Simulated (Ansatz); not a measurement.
# NbC (Fm-3m): local probes and further properties

Aim: for NbC (Fm-3m) in the cell below, make these runs: field gradients and densities at the nuclei; the cell as listed in the source.

Computed with Ansatz 0.2.0 (DFT PBE, scalar-relativistic, plane waves, PAW, unless a step's input says otherwise).

### 1 The system as given

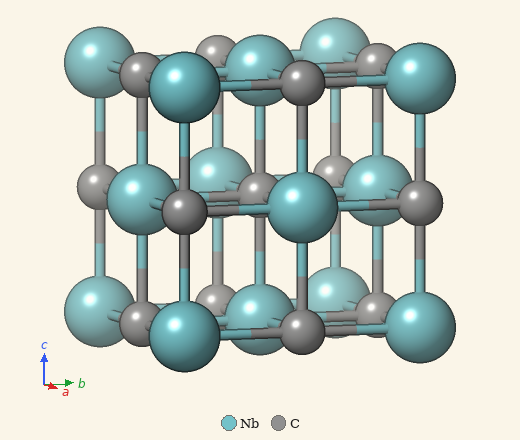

Start, viewed slightly off an axis; niobium teal, carbon grey. Atoms on the faces are drawn again on the opposite ones. The cell drawn here is the conventional one.

Coordinates:

```cif
data_structure
_symmetry_space_group_name_H-M 'Fm-3m'
_symmetry_Int_Tables_number 225
_cell_length_a 4.4850
_cell_length_b 4.4850
_cell_length_c 4.4850
_cell_angle_alpha 90.000
_cell_angle_beta 90.000
_cell_angle_gamma 90.000
_cell_volume 90.21
loop_
_atom_site_label
_atom_site_type_symbol
_atom_site_symmetry_multiplicity
_atom_site_Wyckoff_symbol
_atom_site_fract_x
_atom_site_fract_y
_atom_site_fract_z
_atom_site_occupancy
Nb1 Nb 4 a 0.00000 0.00000 0.00000 1
C1 C 4 b 0.50000 0.00000 0.00000 1
```

An earlier run at PBE left this cell at 11.277 Å³/atom and 0.00 GPa (18×18×18 mesh).

### 2 Field gradients and densities at the nuclei

input.yaml reads:

```yaml
crystal:
  lattice:
    - [0.0, 2.2424824522, 2.2424824522]
    - [2.2424824522, 0.0, 2.2424824522]
    - [2.2424824522, 2.2424824522, 0.0]
  atoms:
    - { symbol: Nb, position: [0.0, 0.0, 0.0] }
    - { symbol: C, position: [0.5, 0.5, 0.5] }
basis:
  ecutwfc: 420
  ecutrho_ratio: 4
kpoints:
  mp_grid: { grid: [18, 18, 18] }
hamiltonian:
  xc: pbe
scf:
  occupations: { method: gaussian, width: 0.05 }
output:
  forces: true
  stress: true
  eigenvalues: true
  efg: { contact_densities: true, quadrupole_moments_barn: { Nb: -0.32 } }
```

Launch:

```sh
ansatz run input.yaml --threads 1 --pin off --max-ram 2560MiB --backend cpu --events-out ev --progress --plain --runs-dir out
```

The log of the run (excerpt; [...] marks lines left out):

```text
Warning: RAYON_NUM_THREADS=1 ignored (pool sized by the plan → 1); use --threads N
Nb: output.efg is read without spin–orbit coupling, which moves field gradients at and beside such atoms by some per cent and up to a factor of two; PAW files take it under magnetization.noncollinear and magnetization.spin_orbit
[...]
Pseudopotentials: kind: paw
Pseudopotential: Nb, paw, valence charge 13, recommended cutoff 420 eV (normal), Nb.paw.azcp
Pseudopotential: C, paw, valence charge 4, recommended cutoff 420 eV (normal), C.paw.azcp
Functional definition: PBE
[...]
Crystal: 2 atoms, lattice volume = 22.554 Å³
Basis set: ecut = 420 eV, 459 PW (Γ), exchange–correlation on 48×48×48 points (8 copies of the dense FFT grid, shifted against one another)
Bands: 13, of which v1, the nominal top of the filled ones, is band 9 counted from 1 (8 counted from 0)
Symmetry: 48 space group operations
Space group: Fm-3m (ITA 225), of the structure as read, at distance tolerance 2.8e-5 Å
k-points: 195 of 5832
[...]
SCF iter   1: F=—  HF=-4804.315244 eV  |F-HF|=—  |Δ(HF+E_count)|=         —  Δρ=3.93e-3  dr2=4.23e-3  ethr=1.77e-3  ⟨swp⟩=5.1  Hψ=13246  notcnv=0
[...]
SCF iter   6: F=-4804.314261 eV  HF=-4804.314261 eV  |F-HF|=2.98e-10  |Δ(HF+E_count)|=   3.52e-8  Δρ=1.44e-6  dr2=4.75e-10  ethr=2.52e-10  ⟨swp⟩=3.5  Hψ=9407  notcnv=0
[...]
SCF converged after 6 iterations
Free energy (F): -4804.314261 eV
[...]
E sigma→0 (E₀):  -4804.313661 eV
Entropy (-TS):   -0.001200 eV (-0.600 meV/atom)
Fermi energy:    18.600054 eV
[...]
--- Forces (eV/Å), atoms counted from 1 ---
  atom   1  Nb    -0.00000000     0.00000000    -0.00000000
  atom   2  C      0.00000000     0.00000000    -0.00000000
[...]
--- Stress (GPa, compression-positive) ---
        0.004770      -0.000000      -0.000000
       -0.000000       0.004770       0.000000
       -0.000000       0.000000       0.004770
  P = ⅓ Tr σ = 0.0048 GPa (0.048 kbar)
--- PAW observables at the nuclei: V_zz in 10²¹ V/m², potentials from the cell's mean, atoms counted from 1 ---
  atom   1  Nb V_zz =    +0.000000   η = 0.0000   by run symmetry: forbidden   C_q = -0.0000 MHz
            electrostatic potential = -6144.013132 V   contact ρ = 540908.512325 e/Å³
  atom   2  C  V_zz =    -0.000000   η = 0.0000   by run symmetry: forbidden
            electrostatic potential = -426.240198 V   contact ρ = 869.245305 e/Å³
--- Band table (eV; the first three rows and the last of 195) ---
  k-point 0: bands = ["-37.1616", "-12.8909", "-12.8909", "-12.8909", "5.1953", "17.2926", "17.2926", "17.2926", "18.3548", "18.3548", "18.3548", "18.9305", "18.9305"]
[...]
```

Run time: 4.6 s. Hardware: 1 thread of Arm Neoverse V1, shared host; peak memory 0.36 GiB.

In short: volume 11.277 Å³/atom, pressure 0.00 GPa, a metal on this mesh.

| site | Vzz (10²¹ V/m²) | η | isotope | CQ (MHz) |
| --- | --- | --- | --- | --- |
| Nb1 | 0.000 | 0.00 | 93Nb | 0.00 |
| C2 | 0.000 | 0.00 | - | - |

### 3 The cell as listed in the source

Changes to input.yaml since step 2:

```diff
@@ -2,5 +2,5 @@
   lattice:
-    - [0.0, 2.2424824522, 2.2424824522]
-    - [2.2424824522, 0.0, 2.2424824522]
-    - [2.2424824522, 2.2424824522, 0.0]
+    - [0.0, 2.23455, 2.23455]
+    - [2.23455, 0.0, 2.23455]
+    - [2.23455, 2.23455, 0.0]
   atoms:
@@ -21,2 +21,3 @@
   eigenvalues: true
+  populations: true
   efg: { contact_densities: true, quadrupole_moments_barn: { Nb: -0.32 } }
```

Launch:

```sh
ansatz run input.yaml --threads 1 --pin off --max-ram 2560MiB --backend cpu --events-out ev --progress --plain --runs-dir out
```

The log of the run (excerpt; [...] marks lines left out):

```text
Warning: RAYON_NUM_THREADS=1 ignored (pool sized by the plan → 1); use --threads N
Nb: output.efg is read without spin–orbit coupling, which moves field gradients at and beside such atoms by some per cent and up to a factor of two; PAW files take it under magnetization.noncollinear and magnetization.spin_orbit
[...]
[... 4 set-up lines as earlier in the session ...]
[...]
Crystal: 2 atoms, lattice volume = 22.315 Å³
Basis set: ecut = 420 eV, 411 PW (Γ), exchange–correlation on 48×48×48 points (8 copies of the dense FFT grid, shifted against one another)
Bands: 13, of which v1, the nominal top of the filled ones, is band 9 counted from 1 (8 counted from 0)
[... 1 set-up line as earlier in the session ...]
[...]
--- Stress (GPa, compression-positive) ---
        3.269663      -0.000000       0.000000
       -0.000000       3.269663      -0.000000
       -0.000000       0.000000       3.269663
  P = ⅓ Tr σ = 3.2697 GPa (32.697 kbar)
--- PAW observables at the nuclei: V_zz in 10²¹ V/m², potentials from the cell's mean, atoms counted from 1 ---
  atom   1  Nb V_zz =    -0.000000   η = 0.0000   by run symmetry: forbidden   C_q = +0.0000 MHz
            electrostatic potential = -6144.311803 V   contact ρ = 540908.872987 e/Å³
  atom   2  C  V_zz =    +0.000000   η = 0.0000   by run symmetry: forbidden
            electrostatic potential = -426.516266 V   contact ρ = 869.254611 e/Å³
--- Band table (eV; the first three rows and the last of 195) ---
  k-point 0: bands = ["-36.9207", "-12.6424", "-12.6424", "-12.6424", "5.3612", "17.4965", "17.4965", "17.4965", "18.5693", "18.5693", "18.5693", "19.1617", "19.1617"]
[...]
--- Löwdin populations: 2 sites ---
  site symbol       q [e]
     0     Nb     12.3121
     1      C      4.6415
  spilling = 0.002728 (of n_electrons = 17.000000)
```

It took 5.6 s on 1 thread of Arm Neoverse V1, shared host; peak memory 0.37 GiB.

This gives: volume 11.158 Å³/atom, pressure 3.27 GPa, a metal on this mesh.

| site | Vzz (10²¹ V/m²) | η | isotope | CQ (MHz) |
| --- | --- | --- | --- | --- |
| Nb1 | 0.000 | 0.00 | 93Nb | 0.00 |
| C2 | 0.000 | 0.00 | - | - |

### 4 What came out

```
                            quantity               value
              largest field gradient  zero at every site
largest field gradient (listed cell)  zero at every site
         pressure at the listed cell             3.3 GPa
```

In words: Every site has cubic or tetrahedral symmetry, which forbids a field gradient. At the listed cell this level shows 3.3 GPa: it wants a larger volume, 11.28 against 11.16 Å³/atom.
